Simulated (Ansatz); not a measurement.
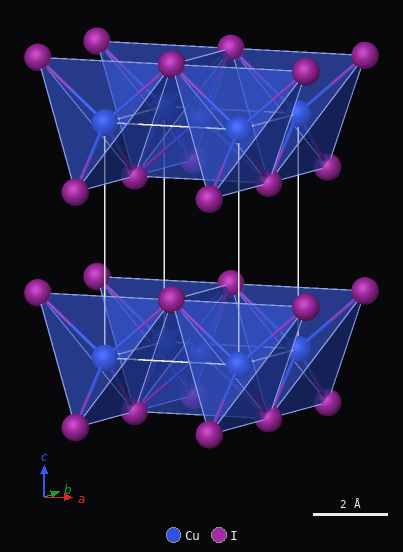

Reference structure: solid CuI (set up in P4/nmm). A polyhedral model of the cell of the calculation, seen slightly off an axis.

Level of theory: DFT PBEsol, scalar-relativistic, plane waves, PAW (Ansatz). (plane-wave cutoff 420 eV; k-point mesh 8 × 8 × 4; occupations gaussian; smearing width 0.02 eV; no spin polarisation)

Change: Equal strain along all axes, −4.0 %, is applied. The cell is then held and the atoms relaxed.

Q: What is the effect?

A: The drawn cell changes as follows: a = b 4.002 → 3.842 Å (−4.0 %), c 6.481 → 6.221 Å (−4.0 %); the volume changes by −11.5 %. The largest moves relative to the cell, 0.13 Å, are those of I atoms. Cu stays in place. Among the bonded contacts that change: Cu–I 2.622 → 2.603 Å. The space group stays P4/nmm (No. 129). The energy rises by 26.8 meV per atom. The pressure goes from 0.0 to 3.4 GPa. The principal stresses (compression positive) are 2.3 GPa along c and 4.0 GPa across it. The gap on the k-mesh goes from 1.52 to 1.47 eV.

The changed structure in the same view:

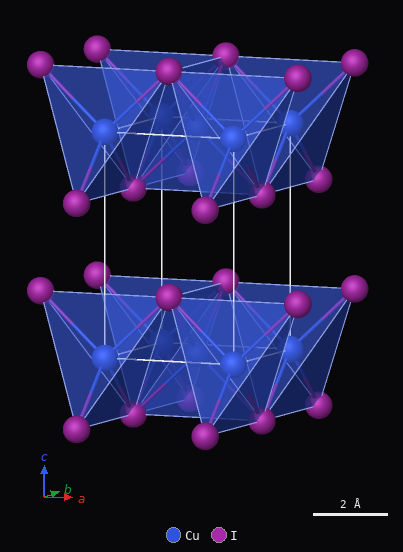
